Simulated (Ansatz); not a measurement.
AlN

```xyz
36
Lattice="2.1840 0.0000 -2.1840 -2.1840 2.1840 0.0000 26.2084 26.2077 26.2077" Properties=species:S:1:pos:R:3 pbc="T T T"
Al   18.0180   18.0175   18.0175
Al    8.5537   10.7375    8.5535
Al    1.2737    1.2736   -0.9104
Al   24.5698   26.7533   24.5693
Al   17.2897   17.2895   15.1055
Al   10.0097    7.8257    5.6417
Al   20.2018   20.2014   18.0174
Al   12.9218   10.7376    8.5536
Al    1.2738    3.4577    1.2738
Al   24.5698   22.3854   20.2014
Al   12.9218   15.1055   12.9215
Al    5.6417    5.6417    3.4577
Al   20.2019   22.3855   20.2015
Al   12.9217   12.9214   10.7374
Al    5.6416    3.4576    1.2736
Al   24.5699   24.5695   22.3855
Al   17.2899   15.1056   12.9216
Al    5.6416    7.8256    5.6416
N    23.4780   21.2935   19.1095
N    11.8297   14.0134   11.8295
N     4.5496    4.5496    2.3656
N    19.1099   21.2934   19.1094
N    11.8298   11.8296    9.6456
N     4.5495    2.3655    0.1815
N    23.4778   23.4774   21.2934
N    16.1978   14.0136   11.8296
N     4.5498    6.7337    4.5497
N    27.8458   25.6613   23.4773
N    16.1977   18.3815   16.1975
N     8.9177    8.9177    6.7337
N    23.4779   25.6615   23.4775
N    16.1976   16.1974   14.0134
N     8.9176    6.7336    4.5496
N    19.1100   19.1096   16.9256
N     9.6457    9.6455    9.6455
N     0.1817    2.3657    0.1817
```

Space group R3m; a structure from a database of computed crystals, not necessarily the ambient phase; not relaxed (largest force 0.8 eV/Å); computed pressure about −2 GPa in this cell.

The calculation used DFT r2SCAN, scalar-relativistic, plane waves, PAW in Ansatz 0.2.0.

The density is the valence pseudo-density of a PAW calculation; it isn't the true density close to the nuclei.

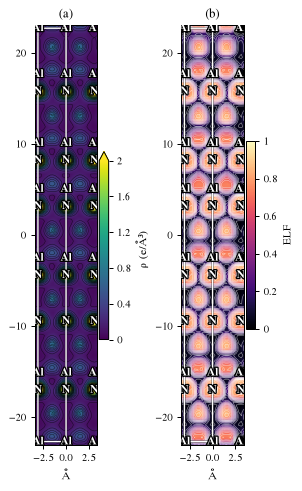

Figure 1. (a) valence electron density; (b) ELF on the (010) plane of the conventional cell.

> Read the bonding off the picture.

The plane passes through Al and N nuclei.
Atoms just off the plane (Al, 0.9 Å away and N, 0.9 Å away) can leave unmarked features too.
Al–N (1.89 Å): the density is about 0.69 e/Å³ at the midpoint; the ELF peaks at about 0.90 in the valence shell of N, 0.7 Å from its nucleus, and is about 0.85 at the midpoint.
Between the atoms the lowest density in this plane is 0.05 e/Å³.

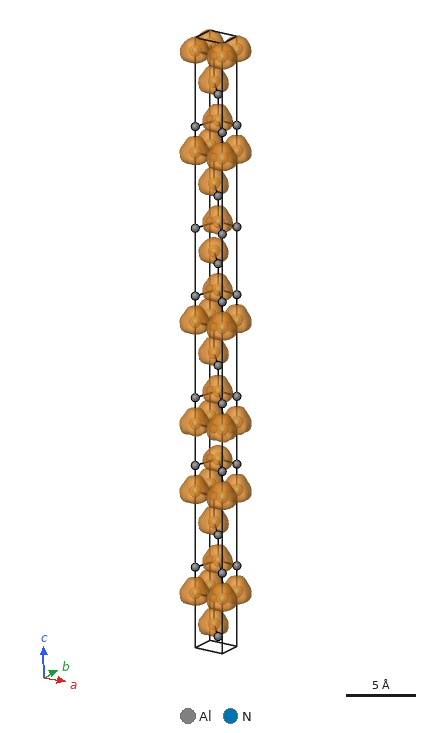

Figure 2. Isosurface of the ELF at 0.7 (orange), seen slightly off an axis. Only the valence region is drawn (cores and ρ < 0.01 e/Å³ removed). Sticks mark near contacts.

> Identify the bonds, lone pairs and shells in this picture.

At this value the surface marks out 18 regions on N in which the atom's valence shell and bonds are merged, counted in one cell of 36 atoms. Regions shared between cells count once.

> Does the calculation give a band gap?

It is gapped, with a Kohn–Sham gap of 4.0 eV on the k-point mesh, an upper bound to the gap of this method.
